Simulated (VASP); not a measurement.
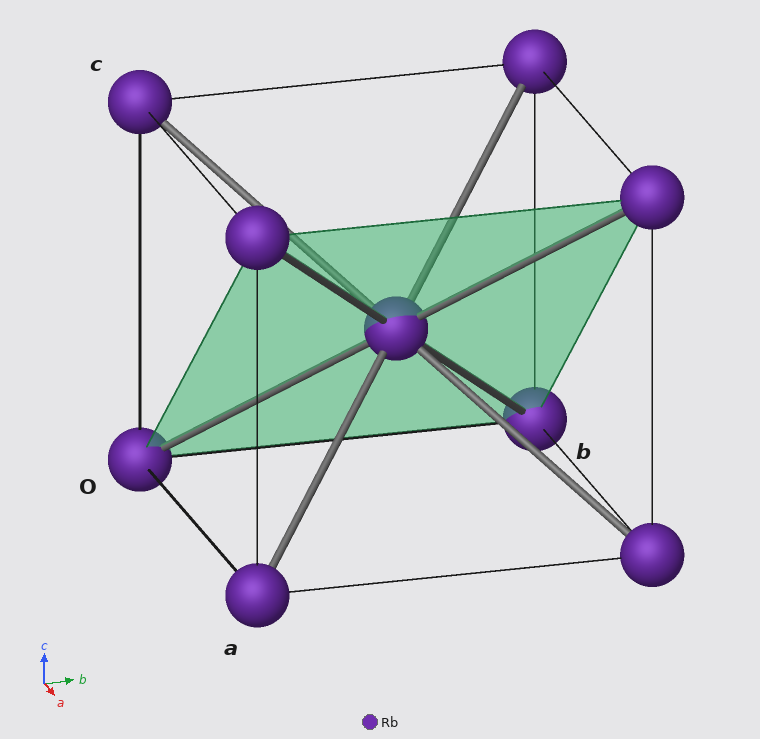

Every member of one family of equally spaced planes, hx + ky + lz = a whole number, that cuts the unit cell is shaded (one member passes through the origin O). Crystal: Rb, a cell listed in the Materials Project, as set up for an electronic-structure calculation. The drawing is computed from the coordinates (standard cell, symmetry found to 0.002 Å).

a = 5.909 Å, b = 5.909 Å, c = 5.462 Å, α = 90.00°, β = 90.00°, γ = 90.00°.

Q: Index the planes.

A: (1 0 −1); the opposite sign names the same planes. The member next to the origin meets the axes a at 1, b never, c at −1.

Q: What is the spacing?

A: d = 4.011 Å.

Q: Which atoms of the cell lie in these planes (within 0.03 Å)?

A: all 2 Rb.
